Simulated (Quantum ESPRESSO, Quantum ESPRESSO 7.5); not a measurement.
# 2H-WSe2, 2 layers, AA' stacking: a series in the field along the normal

Aim: how the results for 2H-WSe2, 2 layers, AA' stacking change with the field along the normal.

Method: plane-wave DFT, PBE, GBRV ultrasoft pseudopotentials (geometry by pw.x at PBE-D3(BJ), GBRV ultrasoft), in Quantum ESPRESSO 7.5.

## (1) The structure

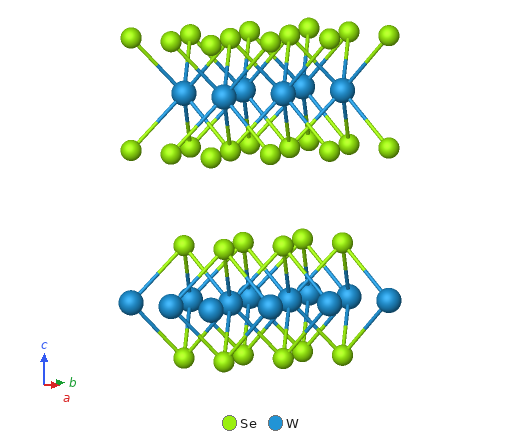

The cell as given, from the side, with the c axis up (selenium green, tungsten blue). 2×3×1 cells are drawn. Bonds to atoms that aren't drawn are left out. Some periodic images of atoms are drawn too.

The cell holds 6 atoms: 4 Se and 2 W. Cell: a = 3.320 Å, b = 3.320 Å, c = 27.681 Å, α = 90.0°, β = 90.0°, γ = 120.0°. It derives from WSe2. Vacuum lies along c.

Set-up: Cell and atoms are relaxed without a field with a D3(BJ) correction and then held. Sawtooth field with dipole correction, 17 Å of vacuum in the starting cell, Fermi-Dirac smearing of 0.002 Ry; bands along a path at each field.

Members -0.05, 0.1, -0.1, 0.2, -0.2, 0.3 and -0.3 took the same steps and show in the table alone.

## (2) Variable-cell relaxation of the reference

What the set-up leaves free in this member is relaxed.

ref.relax.in reads:

```
&control
  prefix = 'ref.relax'
  outdir = './out'
  pseudo_dir = './pseudo'
  nstep = 80
  forc_conv_thr = 0.0004
  calculation = 'vc-relax'
  etot_conv_thr = 1e-06
/
&system
  ibrav = 0
  nat = 6
  ntyp = 2
  ecutwfc = 50
  ecutrho = 250
  vdw_corr = 'grimme-d3'
  dftd3_version = 4
  occupations = 'smearing'
  smearing = 'fd'
  degauss = 0.004
/
&electrons
  conv_thr = 1e-09
  mixing_beta = 0.4
  electron_maxstep = 120
  mixing_mode = 'plain'
/
&ions
/
&cell
  cell_dofree = '2Dxy'
  press_conv_thr = 0.3
/
ATOMIC_SPECIES
  Se  78.9710  se_pbe_v1.uspp.F.UPF
  W   183.8400  w_pbe_v1.2.uspp.F.UPF
CELL_PARAMETERS angstrom
  3.32000000000000 0.00000000000000 0.00000000000000
  -1.66000000000000 2.87520434056434 0.00000000000000
  0.00000000000000 0.00000000000000 27.68069586780981
ATOMIC_POSITIONS crystal
  Se  0.333333333300 0.666666666700 0.307073205117
  W   0.000000000000 0.000000000000 0.374635595018
  Se  0.333333333300 0.666666666700 0.442197984919
  Se  0.000000000000 0.000000000000 0.557802015081
  W   0.333333333300 0.666666666700 0.625364404982
  Se  0.000000000000 0.000000000000 0.692926794883
K_POINTS automatic
  12 12 1 0 0 0
```

The run is started by

```sh
$ OMP_NUM_THREADS=1 mpirun -n 4 pw.x -nk 4 -in ref.relax.in > ref.relax.out
```

The program printed:

```text
Program PWSCF v.7.5 starts
[citation notice left out]

     Parallel version (MPI & OpenMP), running on       4 processor cores
     Number of MPI processes:                 4
     Threads/MPI process:                     1

     MPI processes distributed on     1 nodes
[...]
Current dimensions of program PWSCF are:
     Max number of different atomic species (ntypx) = 10
     Max number of k-points (npk) =  40000
     Max angular momentum in pseudopotentials (lmaxx) =  4
     Message from routine setup:
     using ibrav=0 with symmetry is DISCOURAGED, use correct ibrav instead

     K-points division:     npool     =       4
     Subspace diagonalization in iterative solution of the eigenvalue problem:
     a serial algorithm will be used

     G-vector sticks info
     --------------------
     sticks:   dense  smooth     PW     G-vecs:    dense   smooth      PW
     Sum         673     547    163               119099    85165   14007

     Using Slab Decomposition

     bravais-lattice index     =            0
     lattice parameter (alat)  =       6.2739  a.u.
     unit-cell volume          =    1783.1193 (a.u.)^3
     number of atoms/cell      =            6
     number of atomic types    =            2
     number of electrons       =        52.00
     number of Kohn-Sham states=           31
     kinetic-energy cutoff     =      50.0000  Ry
     charge density cutoff     =     250.0000  Ry
     scf convergence threshold =      1.0E-09
     mixing beta               =       0.4000
     number of iterations used =            8  plain     mixing
     energy convergence thresh.=      1.0E-06
     force convergence thresh. =      4.0E-04
     press convergence thresh. =      3.0E-01
     Exchange-correlation= SLA  PW   PBE  PBE
                           (   1   4   3   4   0   0   0)
     nstep                     =           80

     celldm(1)=   6.273891  celldm(2)=   0.000000  celldm(3)=   0.000000
     celldm(4)=   0.000000  celldm(5)=   0.000000  celldm(6)=   0.000000

     crystal axes: (cart. coord. in units of alat)
               a(1) = (   1.000000   0.000000   0.000000 )
               a(2) = (  -0.500000   0.866025   0.000000 )
               a(3) = (   0.000000   0.000000   8.337559 )

     reciprocal axes: (cart. coord. in units 2 pi/alat)
               b(1) = (  1.000000  0.577350 -0.000000 )
               b(2) = (  0.000000  1.154701  0.000000 )
               b(3) = (  0.000000 -0.000000  0.119939 )

     PseudoPot. # 1 for Se read from file:
     ./pseudo/se_pbe_v1.uspp.F.UPF
     Pseudo is Ultrasoft + core correction, Zval =  6.0
     Generated by new atomic code, or converted to UPF format
     Using radial grid of  877 points,  6 beta functions with:
                l(1) =   0
                l(2) =   0
                l(3) =   1
                l(4) =   1
                l(5) =   2
                l(6) =   2
     Q(r) pseudized with  8 coefficients,  rinner =    1.300   1.300   1.300
                                                       1.300   1.300

     PseudoPot. # 2 for W  read from file:
     ./pseudo/w_pbe_v1.2.uspp.F.UPF
     Pseudo is Ultrasoft + core correction, Zval = 14.0
     Generated by new atomic code, or converted to UPF format
     Using radial grid of  923 points,  8 beta functions with:
                l(1) =   0
                l(2) =   0
                l(3) =   0
                l(4) =   1
                l(5) =   1
                l(6) =   2
                l(7) =   2
                l(8) =   3
     Q(r) pseudized with  6 coefficients,  rinner =    1.350   1.350   1.350
                                                       1.350   1.350   1.350
                                                       1.350

     atomic species   valence    mass     pseudopotential
     Se                6.00    78.97100     Se( 1.00)
     W                14.00   183.84000     W ( 1.00)

     12 Sym. Ops., with inversion, found ( 6 have fractional translation)

   Cartesian axes

     site n.     atom                  positions (alat units)
         1        Se     tau(   1) = (  -0.0000000   0.5773503   2.5602410  )
         2        W      tau(   2) = (   0.0000000   0.0000000   3.1235464  )
         3        Se     tau(   3) = (  -0.0000000   0.5773503   3.6868518  )
         4        Se     tau(   4) = (   0.0000000   0.0000000   4.6507072  )
         5        W      tau(   5) = (  -0.0000000   0.5773503   5.2140126  )
         6        Se     tau(   6) = (   0.0000000   0.0000000   5.7773180  )

     --------------------------------------------
     DFT-D3 Dispersion Correction (3-body terms):
     --------------------------------------------
       Reference C6 values for interpolation:

         atom   Coordination number   C6
         Se         0.000           427.35
         Se         0.990           427.57
         Se         1.981           421.05
         W          0.000          1628.72
         W          1.929          1086.81
         W         10.915           796.19

       Values used:

         atom   Coordination number  R0_AB[au]  C6      C8
         Se         3.683            3.332    421.05  29958.36
         W          8.392            3.766    796.19 128250.55
         Se         3.790            3.332    421.05  29958.36
         Se         3.790            3.332    421.05  29958.36
         W          8.392            3.766    796.19 128250.55
         Se         3.683            3.332    421.05  29958.36

         Molecular C6 ( Ry / a.u.^6 ) =     19173.74

     number of k points=    19  Fermi-Dirac smearing, width (Ry)=  0.0040
                       cart. coord. in units 2pi/alat
        k(    1) = (   0.0000000   0.0000000   0.0000000), wk =   0.0138889
        k(    2) = (   0.0000000   0.0962250   0.0000000), wk =   0.0833333
        k(    3) = (   0.0000000   0.1924501   0.0000000), wk =   0.0833333
        k(    4) = (   0.0000000   0.2886751   0.0000000), wk =   0.0833333
        k(    5) = (   0.0000000   0.3849002   0.0000000), wk =   0.0833333
        k(    6) = (   0.0000000   0.4811252   0.0000000), wk =   0.0833333
        k(    7) = (   0.0000000  -0.5773503   0.0000000), wk =   0.0416667
        k(    8) = (   0.0833333   0.1443376   0.0000000), wk =   0.0833333
        k(    9) = (   0.0833333   0.2405626   0.0000000), wk =   0.1666667
        k(   10) = (   0.0833333   0.3367877   0.0000000), wk =   0.1666667
[...]
k(   19) = (   0.3333333   0.5773503   0.0000000), wk =   0.0277778

     Dense  grid:   119099 G-vectors     FFT dimensions: (  36,  36, 270)

[...]
per-process dynamical memory:   147.7 Mb

     Self-consistent Calculation

     iteration #  1     ecut=    50.00 Ry     beta= 0.40
     Davidson diagonalization with overlap
     ethr =  1.00E-06,  avg # of iterations = 11.6

     negative rho (up, down):  1.373E-01 0.000E+00

     total cpu time spent up to now is      139.6 secs

     total energy              =    -493.08713796 Ry
     estimated scf accuracy    <       0.00737713 Ry

[...]
iteration # 12     ecut=    50.00 Ry     beta= 0.40
[...]
negative rho (up, down):  1.372E-01 0.000E+00

[...]
End of self-consistent calculation

[...]
the Fermi energy is     3.1492 ev

!    total energy              =    -493.09008320 Ry
     estimated scf accuracy    <          9.0E-10 Ry
     smearing contrib. (-TS)   =      -0.00000013 Ry
     internal energy E=F+TS    =    -493.09008307 Ry

     The total energy is F=E-TS. E is the sum of the following terms:
     one-electron contribution =   -2754.91550632 Ry
     hartree contribution      =    1383.11240120 Ry
     xc contribution           =    -201.28932283 Ry
     ewald contribution        =    1080.16494588 Ry
     DFT-D3 Dispersion         =      -0.16260100 Ry

     convergence has been achieved in  12 iterations

     negative rho (up, down):  1.372E-01 0.000E+00

     Forces acting on atoms (cartesian axes, Ry/au):

     atom    1 type  1   force =     0.00000000   -0.00000000    0.04060689
     atom    2 type  2   force =     0.00000000   -0.00000000    0.00168623
     atom    3 type  1   force =     0.00000000   -0.00000000   -0.03823035
     atom    4 type  1   force =    -0.00000000    0.00000000    0.03823035
     atom    5 type  2   force =    -0.00000000    0.00000000   -0.00168623
     atom    6 type  1   force =     0.00000000   -0.00000000   -0.04060689

     Total force =     0.078909     Total SCF correction =     0.000196

     Computing stress (Cartesian axis) and pressure

     negative rho (up, down):  1.372E-01 0.000E+00
          total   stress  (Ry/bohr**3)                   (kbar)     P=      -23.52
  -0.00007003  -0.00000000   0.00000000          -10.30       -0.00        0.00
   0.00000000  -0.00007003   0.00000000            0.00      -10.30        0.00
   0.00000000   0.00000000  -0.00033959            0.00        0.00      -49.96

     Energy error            =      2.9E-02 Ry
     Gradient error          =      4.1E-02 Ry/Bohr
     Cell gradient error     =      1.0E+01 kbar

     number of scf cycles    =   3
     number of bfgs steps    =   2

     enthalpy           old  =    -493.0607440094 Ry
     enthalpy           new  =    -493.0900831961 Ry

     CASE: enthalpy          _new < enthalpy          _old

     new trust radius        =       0.1192106628 bohr
     new conv_thr            =       0.0000000010 Ry

     new unit-cell volume =   1704.79368 a.u.^3 (   252.62436 Ang^3 )
     density =      4.49317 g/cm^3

CELL_PARAMETERS (angstrom)
   3.246263696   0.000000000   0.000000000
  -1.623131848   2.811346828   0.000000000
   0.000000000   0.000000000  27.680695868

ATOMIC_POSITIONS (crystal)
Se               0.3333333333        0.6666666667        0.3134398557
W               -0.0000000000       -0.0000000000        0.3747362153
Se               0.3333333333        0.6666666667        0.4360757055
Se              -0.0000000000       -0.0000000000        0.5639242945
W                0.3333333333        0.6666666667        0.6252637847
Se              -0.0000000000       -0.0000000000        0.6865601443

[...]
NEW-OLD atomic charge density approx. for the potential
     New effective cutoffs (rho, wfc):  261.18   52.29

     negative rho (up, down):  1.373E-01 0.000E+00

     total cpu time spent up to now is      189.7 secs

     per-process dynamical memory:   147.7 Mb

[...]
!    total energy              =    -493.09846919 Ry
[...]
Total force =     0.008780     Total SCF correction =     0.000071
[...]
number of bfgs steps    =   3
[...]
new trust radius        =       0.0214957388 bohr
[...]
!    total energy              =    -493.09916872 Ry
[...]
Total force =     0.007344     Total SCF correction =     0.000002
[...]
number of bfgs steps    =   4
[...]
new trust radius        =       0.0237383905 bohr
[...]
!    total energy              =    -493.09964599 Ry
[...]
Total force =     0.010010     Total SCF correction =     0.000032
[...]
number of bfgs steps    =   5
[...]
new trust radius        =       0.0261122295 bohr
[...]
!    total energy              =    -493.10205495 Ry
[...]
Total force =     0.020955     Total SCF correction =     0.000047
[...]
number of bfgs steps    =  17
[...]
new trust radius        =       0.1028309987 bohr
[...]
Self-consistent Calculation

     iteration #  1     ecut=    50.00 Ry     beta= 0.40
     Davidson diagonalization with overlap
     ethr =  1.00E-06,  avg # of iterations = 10.2

     negative rho (up, down):  1.411E-01 0.000E+00

     total cpu time spent up to now is      983.1 secs

     total energy              =    -493.10025798 Ry
     estimated scf accuracy    <       0.00489185 Ry

[...]
iteration # 12     ecut=    50.00 Ry     beta= 0.40
[...]
negative rho (up, down):  1.413E-01 0.000E+00

[...]
End of self-consistent calculation

          k = 0.0000 0.0000 0.0000 ( 10611 PWs)   bands (ev):

   -71.6447 -71.6447 -35.8958 -35.8958 -35.7624 -35.7624 -35.7624 -35.7624
   -12.5693 -12.4291 -11.3216 -11.1003  -4.2266  -3.6375  -0.4376   0.0138
     0.0138   0.0233   0.0233   0.7559   1.1518   1.1518   1.1817   1.1817
     1.8304   2.5271   5.3530   5.3531   5.3931   5.3931   5.5160

          k =-0.0000 0.0973 0.0000 ( 10569 PWs)   bands (ev):

   -71.6440 -71.6440 -35.8927 -35.8927 -35.7785 -35.7785 -35.7662 -35.7662
   -12.4634 -12.3236 -11.2652 -11.0498  -4.0927  -3.5037  -0.5763  -0.3076
    -0.2914   0.1147   0.1282   0.3535   0.9700   1.0034   1.1377   1.3170
     1.8298   2.4041   5.1154   5.1427   5.1511   5.2340   5.3387

          k =-0.0000 0.1945 0.0000 ( 10568 PWs)   bands (ev):

   -71.6421 -71.6421 -35.8843 -35.8843 -35.8224 -35.8224 -35.7765 -35.7764
   -12.1595 -12.0213 -11.1037 -10.9056  -3.7198  -3.1361  -1.0860  -1.0486
    -0.9370  -0.3285   0.3907   0.4180   0.5487   0.5868   0.9051   1.2429
     1.7266   1.9815   4.4348   4.7142   4.9254   5.0299   5.1779

          k =-0.0000 0.2918 0.0000 ( 10630 PWs)   bands (ev):

   -71.6395 -71.6395 -35.8818 -35.8818 -35.8728 -35.8728 -35.7905 -35.7905
   -11.7001 -11.5678 -10.8615 -10.6926  -3.2379  -2.7186  -1.9901  -1.8690
    -1.4709  -1.1243   0.0734   0.1211   0.5150   0.7731   0.8192   0.9007
     1.3842   1.4544   4.1754   4.6001   4.7526   4.8891   5.1084

          k =-0.0000 0.3891 0.0000 ( 10654 PWs)   bands (ev):

   -71.6368 -71.6368 -35.9404 -35.9404 -35.8613 -35.8612 -35.8045 -35.8045
   -11.1670 -11.0493 -10.5862 -10.4582  -3.2684  -3.0677  -2.4576  -2.0869
    -2.0133  -1.7624  -0.3203  -0.2687   0.2203   0.5521   1.0617   1.1228
     1.1957   1.2049   4.3897   4.6657   4.7620   4.7625   5.4927

          k =-0.0000 0.4864 0.0000 ( 10658 PWs)   bands (ev):

   -71.6349 -71.6349 -35.9830 -35.9830 -35.8528 -35.8528 -35.8147 -35.8147
   -10.7006 -10.6100 -10.3533 -10.2739  -3.8708  -3.7117  -2.7335  -2.5772
    -2.0640  -1.6928  -0.5754  -0.5214   0.1085   0.3270   1.1371   1.2817
     1.3369   1.4557   4.7633   4.8088   4.8235   5.0576   5.7863

[...]
k = 0.1685 0.486
[key lines of the parts left out:]
total energy              =    -493.10231809 Ry
the Fermi energy is     3.1409 ev
convergence has been achieved in  11 iterations
```

It took 22 min on 4 MPI ranks of Arm Neoverse V1, shared host; peak memory 1.4 GiB; 87 min of CPU time.

Step by step (22 of 24):

| step | energy less that of the first step (eV) | largest force (eV/Å) | volume (Å³) |
| --- | --- | --- | --- |
| 1 | 0.0000 | 2.6179 | 264.23 |
| 2 | -0.5869 | 1.9408 | 259.93 |
| 3 | -0.9861 | 1.0440 | 255.81 |
| 4 | -1.1002 | 0.1388 | 252.62 |
| 5 | -1.1097 | 0.1194 | 253.94 |
| 6 | -1.1162 | 0.1585 | 255.40 |
| 8 | -1.1243 | 0.0548 | 258.48 |
| 9 | -1.1246 | 0.0420 | 258.54 |
| 10 | -1.1249 | 0.0580 | 258.55 |
| 11 | -1.1255 | 0.0755 | 258.55 |
| 12 | -1.1263 | 0.0954 | 258.54 |
| 13 | -1.1277 | 0.1185 | 258.54 |
| 14 | -1.1297 | 0.1458 | 258.53 |
| 15 | -1.1326 | 0.1784 | 258.53 |
| 16 | -1.1368 | 0.2157 | 258.52 |
| 17 | -1.1426 | 0.2539 | 258.52 |
| 19 | -1.1525 | 0.2494 | 258.57 |
| 20 | -1.1557 | 0.1787 | 258.61 |
| 21 | -1.1580 | 0.1031 | 258.63 |
| 22 | -1.1592 | 0.0010 | 258.65 |
| 23 | -1.1592 | 0.0001 | 258.65 |
| 24 | -1.1568 | 0.0003 | 258.65 |

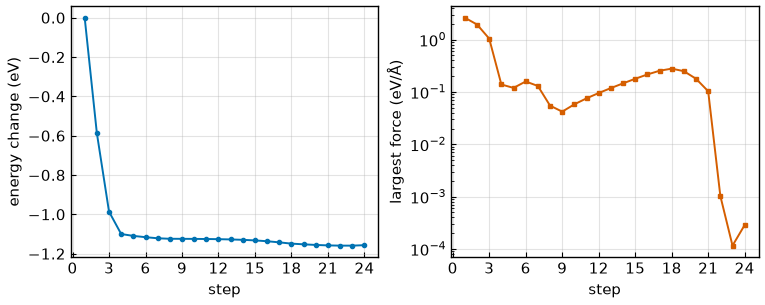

Energy and largest force along the relaxation.

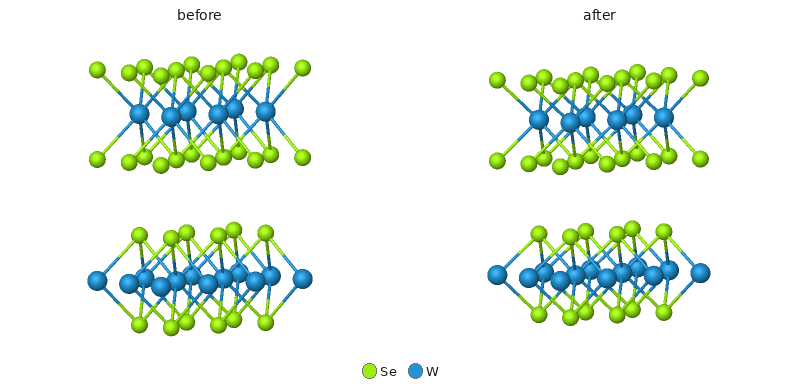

The structure before and after the relaxation, drawn at the same scale. Bonds to atoms that aren't drawn are left out.

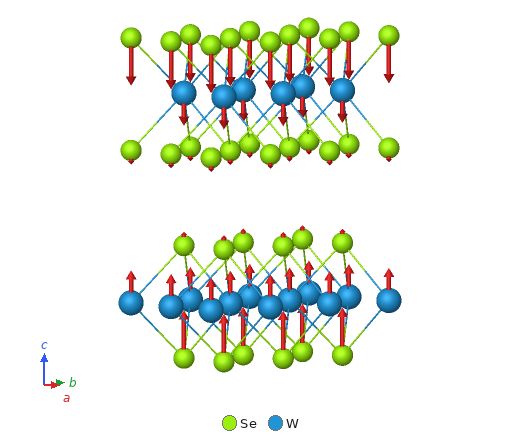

Displacements in the relaxation, exaggerated, measured against the changing cell; the longest in the cell stands for 0.43 Å. Bonds to atoms that aren't drawn are left out. 2×3×1 cells are drawn. Some periodic images of atoms are drawn too.

| cell as run | before | after | change |
| --- | --- | --- | --- |
| a (Å) | 3.320 | 3.285 | -1.1 % |
| b (Å) | 3.320 | 3.285 | -1.1 % |

The atoms that moved most (Å, along periodic axes as changes of fractional coordinates times the final cell, across vacuum about the mean position):

| atom | dx | dy | dz | length |
| --- | --- | --- | --- | --- |
| Se1 | 0.000 | 0.000 | 0.428 | 0.428 |
| Se6 | 0.000 | 0.000 | -0.428 | 0.428 |
| W5 | 0.000 | 0.000 | -0.243 | 0.243 |
| W2 | 0.000 | 0.000 | 0.243 | 0.243 |
| Se3 | 0.000 | 0.000 | 0.059 | 0.059 |
| Se4 | 0.000 | 0.000 | -0.059 | 0.059 |

Final coordinates:

```xyz
6
Lattice="3.2847 0.0000 0.0000 -1.6424 2.8447 0.0000 0.0000 0.0000 27.6807" Properties=species:S:1:pos:R:3
Se    0.0000    1.8964    8.9277
W     0.0000    0.0000   10.6135
Se    0.0000    1.8964   12.2990
Se    0.0000    0.0000   15.3817
W     0.0000    1.8964   17.0672
Se    0.0000    0.0000   18.7529
```

 The last row is no step: it is a fresh SCF in the final cell with a new plane-wave basis, +2 meV from the row before.

Read from the output:

```
free energy  : -6709.0031 eV
Fermi energy : 3.132 eV
```

[end of part 1 of 4]

[Logs are printed without paths, hosts, clocks, repeated set-up lines and the standing remarks that a program may print on its own settings, such as how far it seeks lower states.]

[Hosts, paths, dates, database ids (printed as entryN), source tags and the programs' standing remarks are cut or masked in the printed files.]

[Maps of the electrostatic potential energy from Ansatz leave out the sawtooth potential of an applied field or a dipole correction, so their vacuum need not be flat; planar profiles and work functions include it.]
